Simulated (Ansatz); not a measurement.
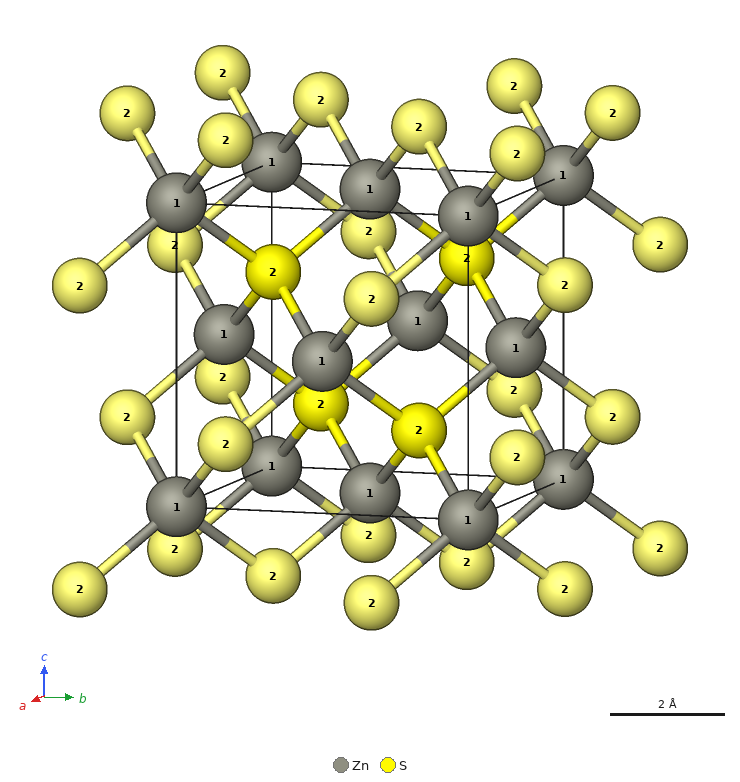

The input geometry (ball-and-stick view of the cell 4 times as large as that of the calculation, set on its symmetry axes, seen slightly off an axis; neighbours outside the cell are drawn fainter; atoms are numbered from 1 in the order of the input). Near neighbours in the crystal (not all of them lie inside the picture): Zn has 4 S at 2.34 Å; S has 4 Zn at 2.34 Å.

# Geometry relaxation of ZnS (part 1 of 2)

ZnS (F-43m, 2 atoms in the cell), computed with DFT PBEsol, scalar-relativistic, plane waves, PAW, no spin polarisation (Ansatz 0.2.0).

The structure derives from an entry of the Crystallography Open Database. Figures and captions count atoms from 1; the log counts them from 0 in places.

## What the program printed
```
Engine: ansatz 0.2.0, x86_64-unknown-linux-gnu
Pseudopotentials: kind: paw
Pseudopotential: Zn, paw, valence charge 12, recommended cutoff 420 eV (normal), Zn.paw.azcp
Pseudopotential: S, paw, valence charge 6, recommended cutoff 420 eV (normal), S.paw.azcp
Functional definition: PBEsol
  exchange = pbesol_x
  correlation = pbesol_c
Crystal: 2 atoms, lattice volume = 39.570 Å³
Basis set: ecut = 420 eV, 749 PW (Γ), exchange–correlation on 54×54×54 points (8 copies of the dense FFT grid, shifted against one another)
Bands: 13, of which v1, the nominal top of the filled ones, is band 9 counted from 1 (8 counted from 0)
Symmetry: 24 space group operations
Space group: F-43m (ITA 216), of the structure as read, at distance tolerance 3.4e-5 Å
k-points: 47 of 1000 (time reversal used)
Non-local potential: Zn, projectors of the file, l = 0: 2, l = 1: 2, l = 2: 3, l = 3: 1
Non-local potential: S, projectors of the file, l = 0: 2, l = 1: 2, l = 2: 2
PAW form: soft (Blöchl's): semilocal exchange-correlation on the pseudo side does not see the compensation charge
PAW frozen core: Zn, regenerated for the run's functional, and the local potential with it (the file was generated under x = pbe(κ = 0.804, μ = 0.2195149727645171), c = pbe(β = 0.06672455060314922))
PAW frozen core: S, regenerated for the run's functional, and the local potential with it (the file was generated under x = pbe(κ = 0.804, μ = 0.2195149727645171), c = pbe(β = 0.06672455060314922))
PAW one-centre angular grid: Zn, 590 points (default); XC on 64 Gauss nodes
PAW one-centre angular grid: S, 110 points (default); XC on 64 Gauss nodes
Initial density: superposition of atomic densities (neutral atoms: chi_scale 0, normalization atom), corrected by the library's trained network
Initial wavefunctions: pseudopotential atomic-orbital guess
Functional: x = pbesol(κ = 0.804, μ = 0.12345679012345678), c = pbesol(β = 0.046)
SCF iter   1: F=—  HF=-4167.436843 eV  |F-HF|=—  |Δ(HF+E_count)|=         —  Δρ=5.47e-3  dr2=1.43e-2  ethr=1.77e-3  ⟨swp⟩=5.7  Hψ=3668  notcnv=0
preconditioner: auto → none  [insulator: Δε(μ)=1.904 eV  Ē_g=12.079 eV  σ=0.020 eV  W_gap=1.00  n_scr=14 (ndim 8)  ℏωp=25.0 eV  f_vac=0.029  D(μ)=0.00/eV (n_scr^D=0)  ε∞_Penn≈5.3]
SCF iter   2: F=—  HF=-4167.432411 eV  |F-HF|=—  |Δ(HF+E_count)|=   4.43e-3  Δρ=9.02e-4  dr2=1.62e-4  ethr=7.94e-5  ⟨swp⟩=3.0  Hψ=1600  notcnv=0
SCF iter   3: F=—  HF=-4167.432440 eV  |F-HF|=—  |Δ(HF+E_count)|=   2.88e-5  Δρ=6.99e-4  dr2=1.06e-4  ethr=9.03e-7  ⟨swp⟩=2.0  Hψ=969  notcnv=0
SCF iter   4: F=—  HF=-4167.432459 eV  |F-HF|=—  |Δ(HF+E_count)|=   1.94e-5  Δρ=2.86e-4  dr2=2.65e-5  ethr=5.87e-7  ⟨swp⟩=2.0  Hψ=987  notcnv=0
SCF iter   5: F=—  HF=-4167.432457 eV  |F-HF|=—  |Δ(HF+E_count)|=   2.01e-6  Δρ=2.41e-5  dr2=1.12e-7  ethr=1.47e-7  ⟨swp⟩=2.0  Hψ=987  notcnv=0
SCF iter   6: F=-4167.432457 eV  HF=-4167.432457 eV  |F-HF|=1.47e-9  |Δ(HF+E_count)|=   1.35e-7  Δρ=5.05e-6  dr2=5.70e-9  ethr=5.56e-10  ⟨swp⟩=8.8  Hψ=4361  notcnv=0
SCF 1 converged in 6 iterations: F = -4167.432457 eV  dr2 = 5.70e-9
  greatest PAW one-centre occupation: 0.983 electrons in one spin orbital (limit 2), on the Zn atom at site 0 (counted from 0), in its partial waves of l = 2
relax step   1: F+E_penalty+E_count = -4167.43245744 eV  Δ(F+E_penalty+E_count) = +0.000e0 eV  max|allowed force component| = 2.128e-16 eV/Å  Δτ_max = 0.0000 Å  P = -2.177 GPa  Ω = 39.570 Å³  (6 SCF iters, dr2 threshold 1.00e-7 eV, accepted)
Crystal: 2 atoms, lattice volume = 38.901 Å³
Initial density: handed on by an earlier stage of this run
Initial wavefunctions: those handed on with the density
iter 1 solved again at ethr=1.31e-6 eV; its pass at ethr=3.10e-3 eV (dr2=2.35e-4 eV) is discarded
SCF iter   1: F=—  HF=-4167.439317 eV  |F-HF|=—  |Δ(HF+E_count)|=         —  Δρ=8.29e-4  dr2=2.20e-4  ethr=1.31e-6  ⟨swp⟩=2.0  Hψ=4317  notcnv=0
preconditioner: auto → none  [insulator: Δε(μ)=2.034 eV  Ē_g=12.186 eV  σ=0.020 eV  W_gap=1.00  n_scr=14 (ndim 8)  ℏωp=25.3 eV  f_vac=0.018  D(μ)=0.00/eV (n_scr^D=0)  ε∞_Penn≈5.3]
SCF iter   2: F=—  HF=-4167.439278 eV  |F-HF|=—  |Δ(HF+E_count)|=   3.97e-5  Δρ=2.60e-4  dr2=2.93e-5  ethr=1.22e-6  ⟨swp⟩=2.7  Hψ=977  notcnv=0
SCF iter   3: F=—  HF=-4167.439279 eV  |F-HF|=—  |Δ(HF+E_count)|=   1.69e-6  Δρ=2.68e-4  dr2=1.40e-5  ethr=1.63e-7  ⟨swp⟩=2.0  Hψ=987  notcnv=0
SCF iter   4: F=—  HF=-4167.439277 eV  |F-HF|=—  |Δ(HF+E_count)|=   2.58e-6  Δρ=2.49e-5  dr2=2.26e-7  ethr=7.80e-8  ⟨swp⟩=2.1  Hψ=909  notcnv=0
SCF iter   5: F=-4167.439277 eV  HF=-4167.439277 eV  |F-HF|=4.01e-9  |Δ(HF+E_count)|=   9.75e-8  Δρ=1.12e-5  dr2=2.75e-8  ethr=1.11e-9  ⟨swp⟩=9.0  Hψ=4528  notcnv=0
SCF 2 converged in 5 iterations: F = -4167.439277 eV  dr2 = 2.75e-8
relax step   2: F+E_penalty+E_count = -4167.43927653 eV  Δ(F+E_penalty+E_count) = -6.819e-3 eV  max|allowed force component| = 7.170e-17 eV/Å  Δτ_max = 0.0000 Å  P = -0.952 GPa  Ω = 38.901 Å³  energy of the carried Pulay correction = +2.513e-4 eV  (5 SCF iters, dr2 threshold 2.00e-7 eV, accepted)
Crystal: 2 atoms, lattice volume = 38.397 Å³
iter 1 solved again at ethr=8.61e-7 eV; its pass at ethr=3.10e-3 eV (dr2=1.55e-4 eV) is discarded
SCF iter   1: F=—  HF=-4167.440927 eV  |F-HF|=—  |Δ(HF+E_count)|=         —  Δρ=6.66e-4  dr2=1.39e-4  ethr=8.61e-7  ⟨swp⟩=2.0  Hψ=4305  notcnv=0
preconditioner: auto → none  [insulator: Δε(μ)=2.090 eV  Ē_g=12.251 eV  σ=0.020 eV  W_gap=1.00  n_scr=14 (ndim 8)  ℏωp=25.4 eV  f_vac=0.014  D(μ)=0.00/eV (n_scr^D=0)  ε∞_Penn≈5.3]
SCF iter   2: F=—  HF=-4167.440908 eV  |F-HF|=—  |Δ(HF+E_count)|=   1.89e-5  Δρ=2.02e-4  dr2=1.80e-5  ethr=7.72e-7  ⟨swp⟩=2.6  Hψ=978  notcnv=0
SCF iter   3: F=—  HF=-4167.440907 eV  |F-HF|=—  |Δ(HF+E_count)|=   1.44e-6  Δρ=2.19e-4  dr2=9.21e-6  ethr=1.00e-7  ⟨swp⟩=2.0  Hψ=987  notcnv=0
SCF iter   4: F=—  HF=-4167.440905 eV  |F-HF|=—  |Δ(HF+E_count)|=   1.69e-6  Δρ=1.82e-5  dr2=1.24e-7  ethr=1.11e-9  ⟨swp⟩=7.2  Hψ=4136  notcnv=0
SCF iter   5: F=-4167.440905 eV  HF=-4167.440905 eV  |F-HF|=4.27e-9  |Δ(HF+E_count)|=   3.65e-8  Δρ=8.31e-6  dr2=1.51e-8  ethr=6.89e-10  ⟨swp⟩=8.8  Hψ=4298  notcnv=0
SCF 3 converged in 5 iterations: F = -4167.440905 eV  dr2 = 1.51e-8
relax step   3: F+E_penalty+E_count = -4167.44090499 eV  Δ(F+E_penalty+E_count) = -1.628e-3 eV  max|allowed force component| = 9.021e-17 eV/Å  Δτ_max = 0.0000 Å  P = +0.052 GPa  Ω = 38.397 Å³  energy of the carried Pulay correction = +4.437e-4 eV  (5 SCF iters, dr2 threshold 2.00e-7 eV, accepted)
Crystal: 2 atoms, lattice volume = 38.423 Å³
iter 1 solved again at ethr=2.53e-9 eV; its pass at ethr=3.10e-3 eV (dr2=4.55e-7 eV) is discarded
SCF iter   1: F=—  HF=-4167.440894 eV  |F-HF|=—  |Δ(HF+E_count)|=         —  Δρ=3.51e-5  dr2=3.97e-7  ethr=2.53e-9  ⟨swp⟩=2.0  Hψ=4187  notcnv=0
preconditioner: auto → none  [insulator: Δε(μ)=2.086 eV  Ē_g=12.250 eV  σ=0.020 eV  W_gap=1.00  n_scr=14 (ndim 8)  ℏωp=25.4 eV  f_vac=0.018  D(μ)=0.00/eV (n_scr^D=0)  ε∞_Penn≈5.3]
SCF iter   2: F=—  HF=-4167.440899 eV  |F-HF|=—  |Δ(HF+E_count)|=   5.14e-6  Δρ=1.12e-5  dr2=5.20e-8  ethr=2.21e-9  ⟨swp⟩=2.9  Hψ=1018  notcnv=0
SCF iter   3: F=—  HF=-4167.440899 eV  |F-HF|=—  |Δ(HF+E_count)|=   1.17e-8  Δρ=1.03e-5  dr2=2.04e-8  ethr=2.89e-10  ⟨swp⟩=2.0  Hψ=987  notcnv=0
SCF iter   4: F=-4167.440899 eV  HF=-4167.440899 eV  |F-HF|=7.00e-10  |Δ(HF+E_count)|=   6.08e-9  Δρ=7.84e-7  dr2=2.29e-10  ethr=3.71e-11  ⟨swp⟩=5.7  Hψ=3479  notcnv=0
SCF 4 converged in 4 iterations: F = -4167.440899 eV  dr2 = 2.29e-10
relax step   4: F+E_penalty+E_count = -4167.44089917 eV  Δ(F+E_penalty+E_count) = +5.819e-6 eV  max|allowed force component| = 7.401e-17 eV/Å  Δτ_max = 0.0000 Å  P = -0.001 GPa  Ω = 38.423 Å³  energy of the carried Pulay correction = +4.339e-4 eV  (4 SCF iters, dr2 threshold 6.67e-9 eV, accepted)
Initial wavefunctions: pseudopotential atomic-orbital guess (no wavefunctions were taken with the density)
iter 1 solved again at ethr=1.96e-7 eV; its pass at ethr=3.10e-3 eV (dr2=3.53e-5 eV) is discarded
SCF iter   1: F=—  HF=-4167.440475 eV  |F-HF|=—  |Δ(HF+E_count)|=         —  Δρ=4.06e-5  dr2=1.70e-7  ethr=1.96e-7  ⟨swp⟩=3.1  Hψ=5295  notcnv=0
SCF iter   2: F=—  HF=-4167.440480 eV  |F-HF|=—  |Δ(HF+E_count)|=   5.43e-6  Δρ=5.22e-5  dr2=4.89e-7  ethr=9.42e-10  ⟨swp⟩=2.0  Hψ=1016  notcnv=0
SCF iter   3: F=—  HF=-4167.440480 eV  |F-HF|=—  |Δ(HF+E_count)|=   3.08e-8  Δρ=1.34e-5  dr2=5.60e-8  ethr=9.42e-10  ⟨swp⟩=2.0  Hψ=987  notcnv=0
SCF iter   4: F=—  HF=-4167.440480 eV  |F-HF|=—  |Δ(HF+E_count)|=   4.89e-8  Δρ=2.25e-6  dr2=1.27e-9  ethr=3.11e-10  ⟨swp⟩=2.0  Hψ=987  notcnv=0
SCF iter   5: F=—  HF=-4167.440480 eV  |F-HF|=—  |Δ(HF+E_count)|=  5.37e-11  Δρ=7.00e-7  dr2=6.85e-11  ethr=7.03e-12  ⟨swp⟩=2.9  Hψ=1034  notcnv=0
SCF iter   6: F=-4167.440480 eV  HF=-4167.440480 eV  |F-HF|=9.09e-13  |Δ(HF+E_count)|=  4.91e-11  Δρ=7.38e-8  dr2=5.54e-13  ethr=1.00e-12  ⟨swp⟩=5.0  Hψ=2493  notcnv=0
SCF 5 converged in 6 iterations: F = -4167.440480 eV  dr2 = 5.54e-13
relax step   5: F+E_penalty+E_count = -4167.44048027 eV  Δ(F+E_penalty+E_count) = +4.189e-4 eV  max|allowed force component| = 7.864e-17 eV/Å  Δτ_max = 0.0000 Å  P = -0.002 GPa  Ω = 38.423 Å³  stress off target by 2.45e-3 GPa  SCF on the basis re-selected at this cell (its energy is not comparable with the rows above)  (6 SCF iters)
```

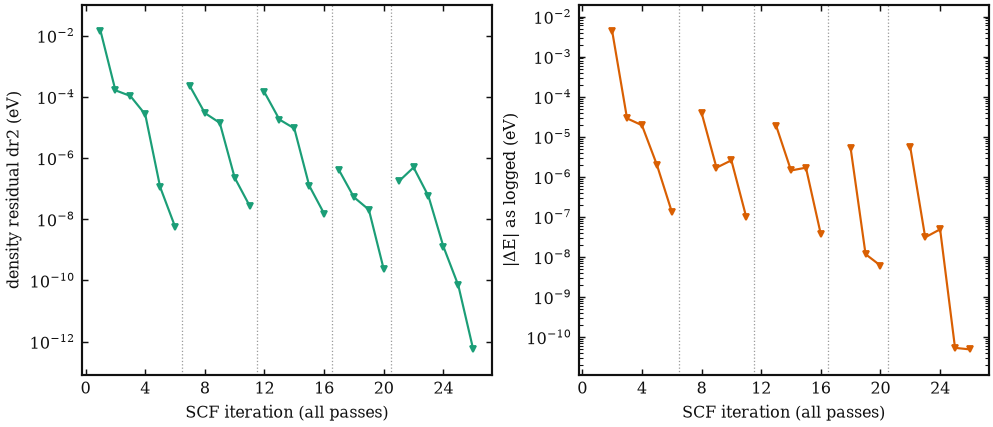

Convergence of the self-consistent field: density residual dr2 and size of the energy change against the SCF iteration. The dotted lines part the SCF passes of the relaxation: geometry steps, rejected trials and re-solves on a re-selected basis. The 5 passes take 4 to 6 iterations each, 26 in all.

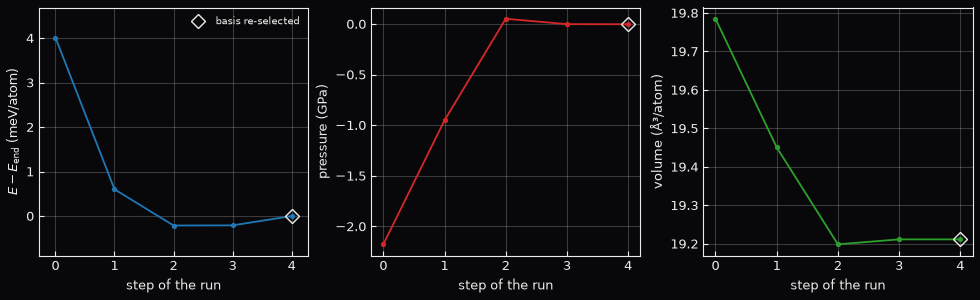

Progress of the relaxation, step by step (the first geometry is step 0 here and step 1 in the log).
